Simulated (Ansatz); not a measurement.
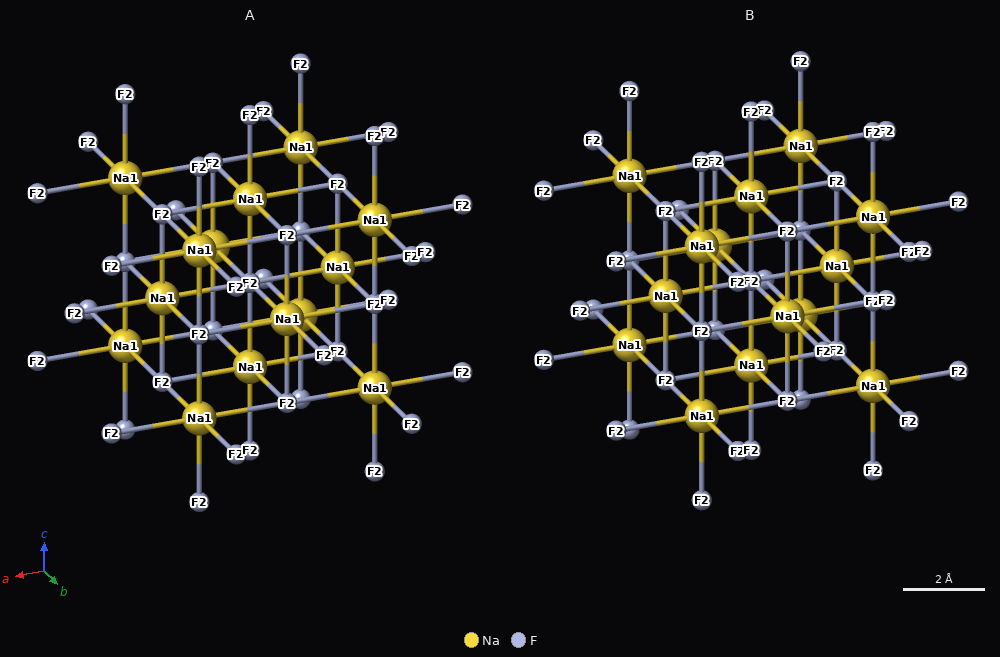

Two geometries of crystalline NaF (built on the rocksalt type) at its r2SCAN-relaxed geometry: one is the relaxed structure, the other was perturbed away from it. A ball-and-stick model of the conventional cell (4 times the calculation's cell), seen from a free direction. Lengths and directions refer to the drawn axes.

Computed with DFT, r2SCAN, plane waves, PAW (Ansatz). Set-up: plane-wave cutoff 500 eV; k-point mesh 10 × 10 × 10; occupations fixed; no spin polarisation.

Q: Which one is perturbed?

A: Structure A is the perturbed one. The cell is strained by −0.9 % along c and +2.5 % across it (volume +4.1 %). The atoms and the free axis were relaxed with r2SCAN under that strain, and this is a single point on that geometry. The energy rises by 5.6 meV per atom. Pressure: 0.0 GPa before, −1.9 GPa after. The principal stresses (compression positive) are 0.0 GPa along c and −2.8 GPa across it. All forces vanish by symmetry. The band gap goes from 7.28 to 7.05 eV. Near-neighbour distances before and after: F–Na 2.297 → 2.277 to 2.355 Å. The space group (tolerance 0.01 Å) goes from Fm-3m (No. 225) to I4/mmm (No. 139).
